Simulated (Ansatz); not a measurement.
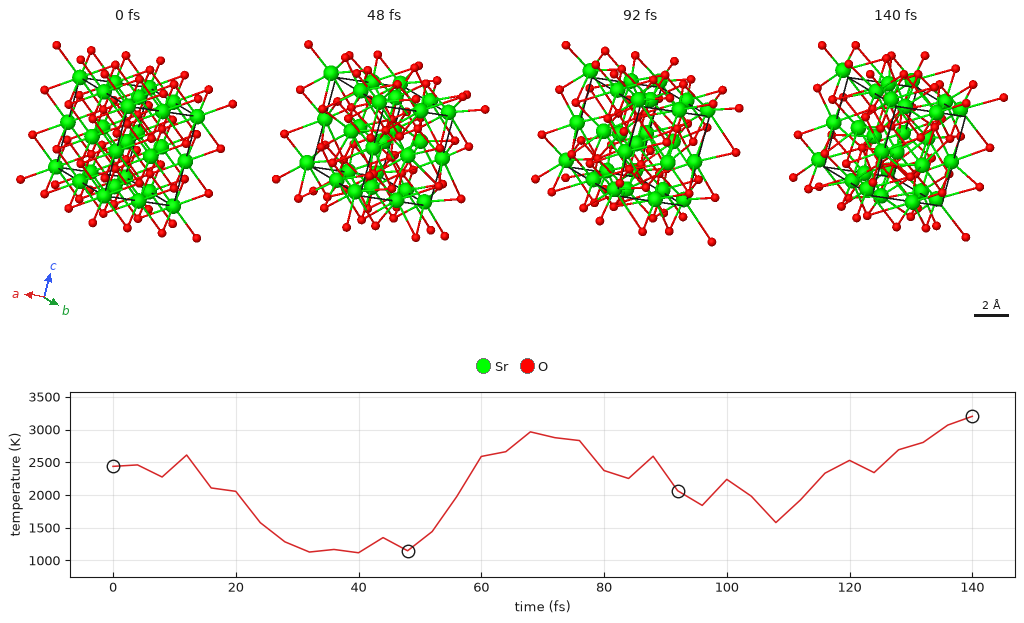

First-principles dynamics of a 16-atom cell of SrO (set up in Fm-3m), 140 fs long. Frames and the history of the run. The picture is a ball-and-stick view of the reduced simulation cell, seen from a free direction. Bonds to atoms that aren't drawn are left out. Lengths and directions refer to the drawn axes.

Level of theory: Ansatz 0.2.0, DFT PBEsol, scalar-relativistic, plane waves, PAW. Set-up: plane-wave cutoff 420 eV; k-point mesh 2 × 2 × 2; Fermi-Dirac smearing 0.224 eV; volume 1.1 times that of the relaxed crystal; Langevin thermostat (NVT); set temperature 2600 K; time step 4 fs; friction 0.02 per fs.

Input
```yaml
crystal:
  lattice:
    - [-5.3055068814, 5.3055068814, 0.0]
    - [-5.3055068814, 0.0, 5.3055068814]
    - [0.0, 5.3055068814, 5.3055068814]
  atoms:
    - { symbol: Sr, position: [0.0, 0.0, 0.0] }
    - { symbol: Sr, position: [0.5, 0.0, 0.0] }
    - { symbol: Sr, position: [0.0, 0.5, 0.0] }
    - { symbol: Sr, position: [0.0, 0.0, 0.5] }
    - { symbol: Sr, position: [0.5, 0.5, 0.0] }
    - { symbol: Sr, position: [0.5, 0.0, 0.5] }
    - { symbol: Sr, position: [0.0, 0.5, 0.5] }
    - { symbol: Sr, position: [0.5, 0.5, 0.5] }
    - { symbol: O, position: [0.75, 0.75, 0.75] }
    - { symbol: O, position: [0.25, 0.75, 0.75] }
    - { symbol: O, position: [0.75, 0.25, 0.75] }
    - { symbol: O, position: [0.75, 0.75, 0.25] }
    - { symbol: O, position: [0.25, 0.25, 0.75] }
    - { symbol: O, position: [0.25, 0.75, 0.25] }
    - { symbol: O, position: [0.75, 0.25, 0.25] }
    - { symbol: O, position: [0.25, 0.25, 0.25] }
basis:
  ecutwfc: 420
kpoints:
  mp_grid: { grid: [2, 2, 2], shift: [0.5, 0.5, 0.5] }
hamiltonian:
  xc: pbesol
scf:
  occupations: { method: fermi_dirac, width: 0.2241 }
  lower_state_search: "off"
  convergence: { dr2_threshold: 1.0e-07 }
output:
  forces: true
  stress: true
md:
  timestep: 4.0
  n_steps: 35
  ensemble: nvt_langevin
  temperature: 2600.0
  initial_velocities: maxwell_boltzmann
  seed: 25188
  friction: 0.02
```

Run as
```bash
ansatz run input.yaml --threads 4 --pin off --max-ram 5120MiB --backend cpu --events-out ev --progress --plain --runs-dir out
```

**What happens in this trajectory?**

The mean temperature in the second half is 2418 K (standard deviation 432 K). The potential energy is still drifting at the end, so the run hasn't reached equilibrium. The potential energy in the second half lies on average 286 meV per atom above the first frame. The mean pressure there is 0.6 GPa. Root-mean-square distances from the starting positions over the second half, with the common drift of all atoms taken out: Sr 0.40 Å, O 0.37 Å. The run lasts only 140 fs, too short to tell vibration from diffusion. The time step of 4 fs is long for the fastest vibrations here (lightest element oxygen).

The run took 90 s on 4 threads of Intel(R) Xeon(R) Platinum 8259CL CPU @ 2.50GHz (Skylake/Cascade Lake), with other jobs on the host, peak memory 0.85 GiB.
